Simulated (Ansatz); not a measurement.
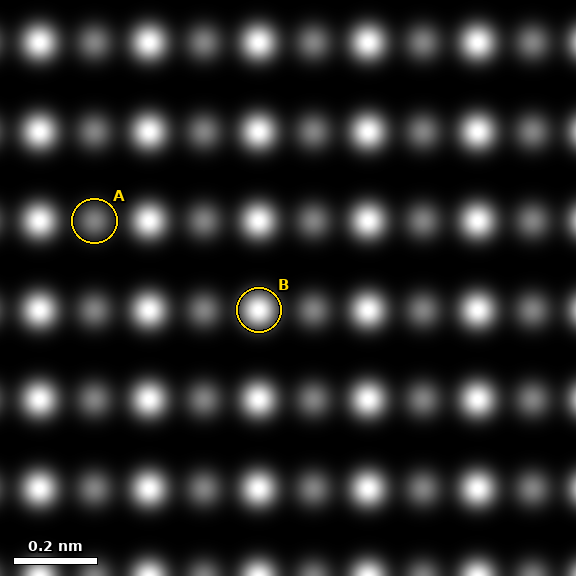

Dark-field STEM-like image of Rh (P6/mmm, No. 191) along [210]. Simulated incoherent Z contrast: every atom adds Z^1.7 spread by a probe of 0.72 Å full width; channelling and multiple scattering are left out. Model: the geometry relaxed with DFT, PBE, plane waves (420 eV) with PAW, scalar-relativistic in Ansatz; the starting structure was generated, so it need not be a known form of this composition.

> What lies under each ring?

A: Rh (1 Rh per 7.51 Å along the beam; about 50 % of the brightest peak). B: Rh (2 Rh per 7.51 Å along the beam; the brightest kind). Brightness is counted from the darkest point of the image.
